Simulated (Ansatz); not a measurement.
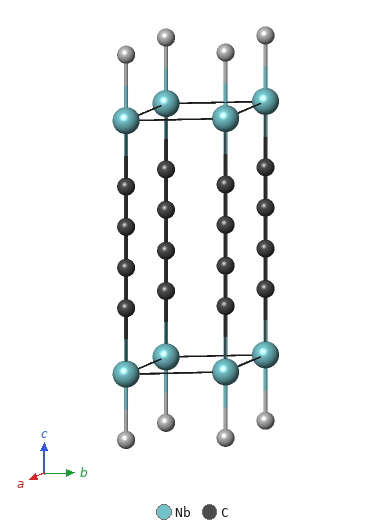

Drawn in the ball-and-stick manner and seen slightly off an axis. The frame is the conventional unit cell; atoms at its boundary are shown with their periodic copies. The bonded neighbours beyond the faces are included, in fainter colours. Cell: a = 3.13 Å, b = 3.13 Å, c = 8.06 Å, α = 90.00°, β = 90.00°, γ = 120.00°.

Starting structure: a random cell made by a generator, so it need not be a real form of the compound. Earlier steps of the study, as a rule a relaxation of our own, may have changed the cell and positions, so they can lie some per cent off the listed ones. It was the input of a calculation with Ansatz.

> Summary of the structure:

The material is NbC₄. Space group: P6/mmm (No. 191). Lattice: primitive hexagonal. Counting shared atoms by their share gives 1 Nb, 4 C, or 5 atoms. Nb is coordinated by two C in a linear arrangement at about 2.1 Å. C takes two kinds of site: 2e with two C in a linear arrangement at about 1.3 Å; 2e with one Nb and one C in a nearly linear arrangement (about 2.1 Å to Nb, 1.3 Å to C). Not all metal-metal contacts are counted. The bonds build NbC4 chains along [001].

The calculation used Ansatz, DFT PBE, scalar-relativistic, plane waves, PAW, with a kinetic-energy cutoff of 420 eV, a 12×12×6 mesh of k-points, Gaussian smearing of 0.1 eV, no spin polarisation.

> Is the electronic structure metallic or gapped?

A metal: bands cross the Fermi level.

> List the Bader charges.

Nb +0.95 e; C -0.26 to -0.21 e.

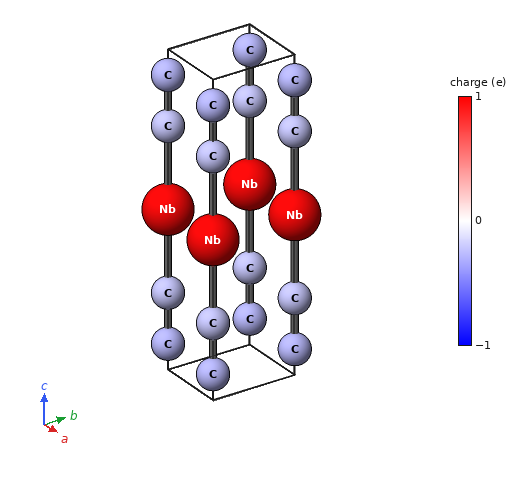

The atoms coloured by those charges. The run's cell of 5 atoms is drawn, so axes and origin can differ from the first picture.

> Do the forces and the stress vanish for this geometry?

Yes. The largest force is 0.01 eV/Å. The pressure is 0.0 GPa, close to zero.
